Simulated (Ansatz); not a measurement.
SnO2

Input file:

```
crystal:
  lattice:
    - [-2.896138645, 2.896138645, 4.1000439941]
    - [2.896138645, -2.896138645, 4.1000439941]
    - [2.896138645, 2.896138645, -4.1000439941]
  atoms:
    - { symbol: Sn, position: [0.0, 0.0, 0.0] }
    - { symbol: Sn, position: [0.75, 0.25, 0.5] }
    - { symbol: O, position: [0.375, 0.2717455007, 0.3967455007] }
    - { symbol: O, position: [1.0217455007, 0.625, 0.8967455007] }
    - { symbol: O, position: [0.7282544993, 0.125, 0.1032544993] }
    - { symbol: O, position: [0.875, -0.0217455007, 0.6032544993] }
basis:
  ecutwfc: 420
kpoints:
  mp_grid: { grid: [8, 8, 8] }
hamiltonian:
  xc: pbe
scf:
  occupations: { method: gaussian, width: 0.02 }
output:
  forces: true
  stress: true
  eigenvalues: true
  write_density: true
  write_potential: true
  elf: true
  volumetric_format: npy
relax:
  adjacent_minimum: "off"
  f_tol: 0.01
  max_steps: 60
  cell: { stress_tol: 0.1 }
```

Run with:

```sh
ansatz run input.yaml --threads 1 --pin off --max-ram 2560MiB --backend cpu --events-out ev --progress --plain --runs-dir out
```

Below, planes, directions and counts refer to the conventional cell (a = 5.82 Å, b = 5.82 Å, c = 8.19 Å, α = 90.00°, β = 90.00°, γ = 90.00°).

The fields are those of the run's last geometry, not of the input's.

Space group I-42d.

These are results of DFT PBE, scalar-relativistic, plane waves, PAW in Ansatz, not measurements.

The density is the valence pseudo-density of a PAW calculation; it isn't the true density close to the nuclei.

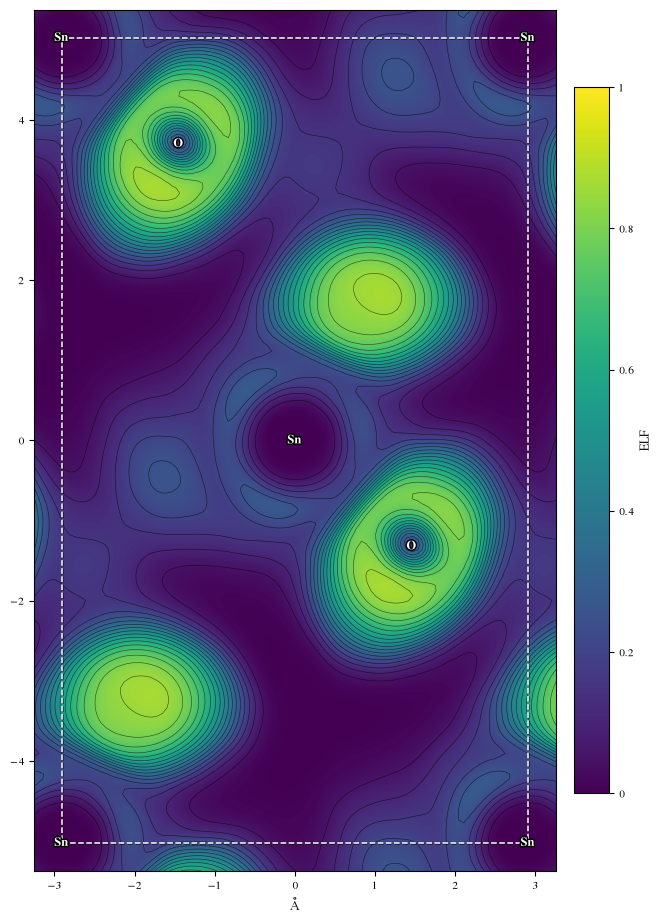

Figure 1. Electron localisation function on the (101̄) plane of the conventional cell.

Question: Describe what can be read from this map.

Answer:
- The section cuts through Sn and O sites.
- Atoms just off the plane (O, 0.6 Å away) can leave unmarked features too.
- Sn–O (1.97 Å): the ELF peaks at about 0.80 in the valence shell of O, 0.6 Å from its nucleus, and is about 0.25 at the midpoint: no shared electron pair shows on this line.
- The ELF also peaks beside O, away from the bonds: lone-pair regions.

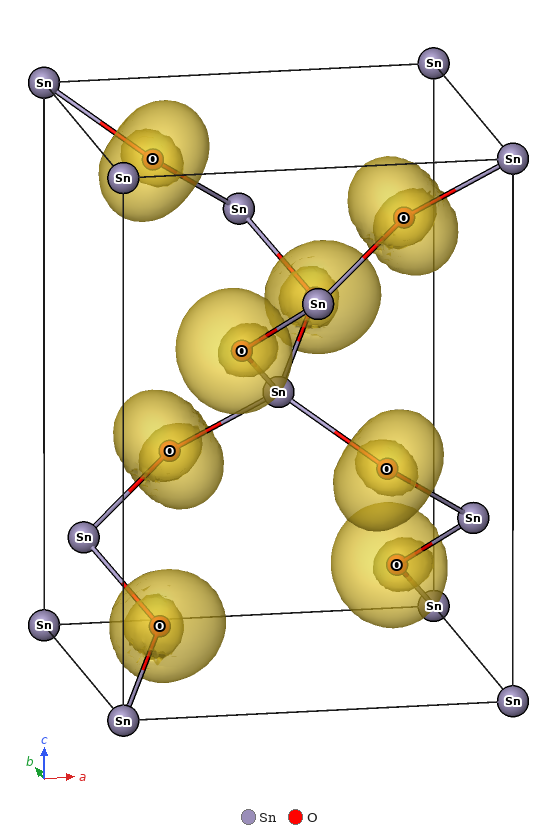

Figure 2. Isosurface of the electron localisation function at 0.75 (yellow), seen slightly off an axis. Core shells and regions of very low density are left out. Sticks mark near contacts.

Question: Where are the electrons localised?

Answer: The ELF exceeds this value in eight regions wrapped around O (the valence shell of each), counted in one cell of 12 atoms. Regions shared between cells count once.

Question: Metal or insulator at this level of theory?

Answer: It is gapped, with a Kohn–Sham gap of 2.3 eV on the k-point mesh (the band edges may lie off the mesh, which would make the gap smaller).
